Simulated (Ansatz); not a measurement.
# Does disorder add resistance in series? Mo(100) layers with 75 % Pd

Two lengths of the disordered region are known. What area resistance does the third give?

**Method.** Ansatz 0.2.0, plane waves with PAW datasets at their recommended cutoffs (420 eV for most), Fermi-Dirac smearing; ballistic transmission by layer matching. The area resistance is RA = A (h/2e²)(1/T − 1/N), with T the zone-mean transmission per spin and N the lead's channels, both averaged over a few energies near the Fermi level; for magnets each spin is taken apart, with h/e², and the two conduct in parallel. Lateral cell 2x2, PBE, a fresh random draw for each length.

Results; the value marked ? is to be predicted:

```
length (Å)  channels N  RA (fΩ m²)
      6.29       6.677        1.46
      12.6       6.677        2.56
      18.9       6.677           ?
```

**Fit on the rows shown.**

Ohm's law makes RA linear in the length: the slope is (2.56 − 1.46)/(12.6 − 6.29) = 0.176 fΩ m² per Å, or 176 µΩ cm. Then 2.56 + 0.176 × 6.29. Predicted: 3.67 fΩ m².

Check against the run:

3.77 fΩ m², so the prediction is 2.5 % too low. The three lengths together give 183 µΩ cm. The two increments are 1.1 and 1.2 fΩ m², roughly as Ohm's law has it, though with one draw for each length that is a weak test.

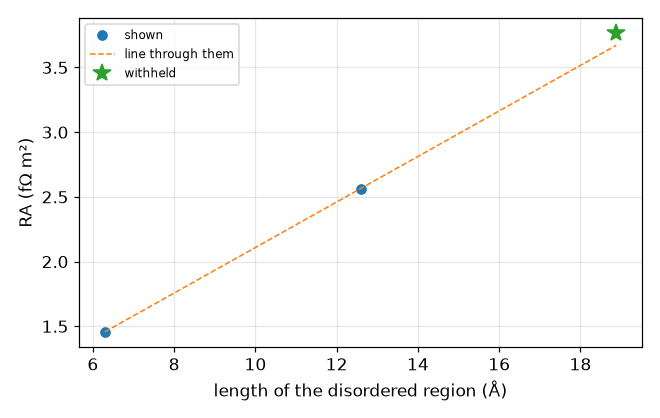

Area resistance against length.

Caveats: The scatterers repeat sideways with the small cell. The slope is a raw one; a model of isotropic scattering puts it 1.00 times the bulk value over these lengths. Atoms sit unrelaxed on the host's lattice, and the pair may not mix at random in practice.

[Logs are printed without paths, hosts, clocks, repeated set-up lines and the standing remarks that a program may print on its own settings, such as how far it seeks lower states.]
